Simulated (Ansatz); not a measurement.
Start from this file.

```
Al
1.0
     2.85786    0.00000    0.00000
    -1.42893    2.47498    0.00000
     0.00000    0.00000   24.33372
Al
5
Direct
  0.66667 0.33333 0.30662
  0.33333 0.66667 0.40390
  0.00000 0.00000 0.50000
  0.66667 0.33333 0.59610
  0.33333 0.66667 0.69338
```

Question: Describe what this structure looks like.

Answer: The element is aluminium. The cell holds five atoms. Al takes three kinds of site: 2d with nine Al at 2.86 to 2.89 Å; 2d with twelve Al in a cuboctahedral arrangement at 2.86 to 2.89 Å; 1b with twelve Al in a cuboctahedral arrangement at 2.86 Å. The bonds build Al layers parallel to (001).

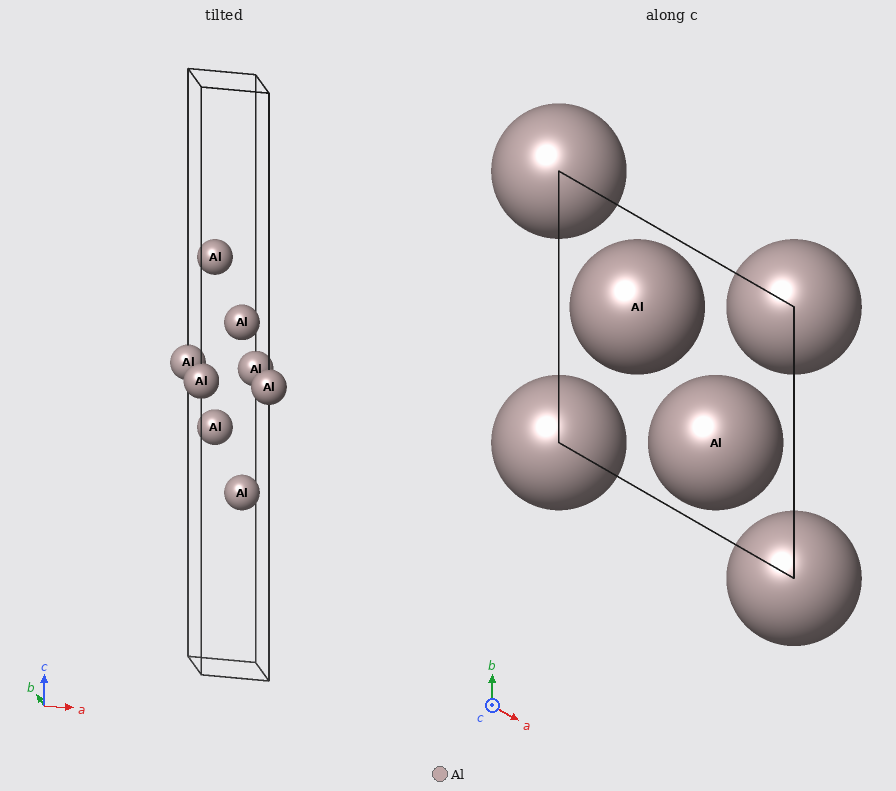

Shown here is a spheres-only view of the crystal, taken slightly off an axis and along the c axis. The frame is the simulation cell; atoms at its boundary are shown with their periodic copies. Colours: aluminium light grey.

The model was built from a structure listed in the Materials Project, from which a slab was cut. The atoms were relaxed in a fixed cell with Ansatz 0.2.0, DFT PBE, scalar-relativistic, plane waves, PAW.
